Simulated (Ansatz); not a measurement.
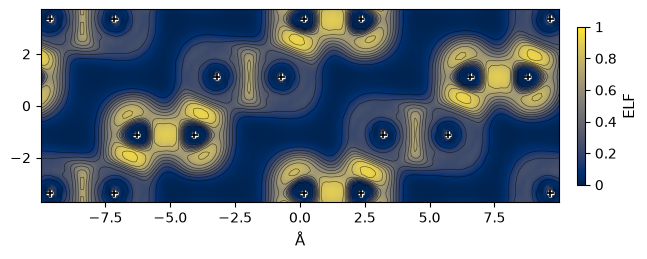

The electron localisation function on a plane through atoms (crosses mark nuclei in the plane).

Level of theory: DFT PBE, scalar-relativistic, plane waves, PAW (Ansatz 0.2.0).

Candidates:
A. GaP, a = 3.89 Å, b = 3.89 Å, c = 19.29 Å, α = 90.00°, β = 90.00°, γ = 120.00°. Space group R-3m; a structure from a database of computed crystals, not necessarily the ambient phase.
B. ZrO2, a = 3.62 Å, b = 3.62 Å, c = 5.28 Å, α = 90.00°, β = 90.00°, γ = 90.00°. Space group P4₂/nmc; not relaxed (largest force 0.4 eV/Å); computed pressure about 3 GPa in this cell.
C. CoO, a = 3.01 Å, b = 3.01 Å, c = 7.32 Å, α = 90.00°, β = 90.00°, γ = 120.00°. Space group R-3m; a structure from a database of computed crystals, not necessarily the ambient phase; spin-polarised.

> Which candidate gave the map?

Candidate A: GaP on the (110) plane of the conventional cell, which holds Ga and P. P–P (2.21 Å): the ELF peaks at about 0.90 between the atoms, as expected for a shared electron pair. Ga–P (2.40 Å): the ELF peaks at about 0.95 in the valence shell of P, 0.8 Å from its nucleus, and is about 0.75 at the midpoint.
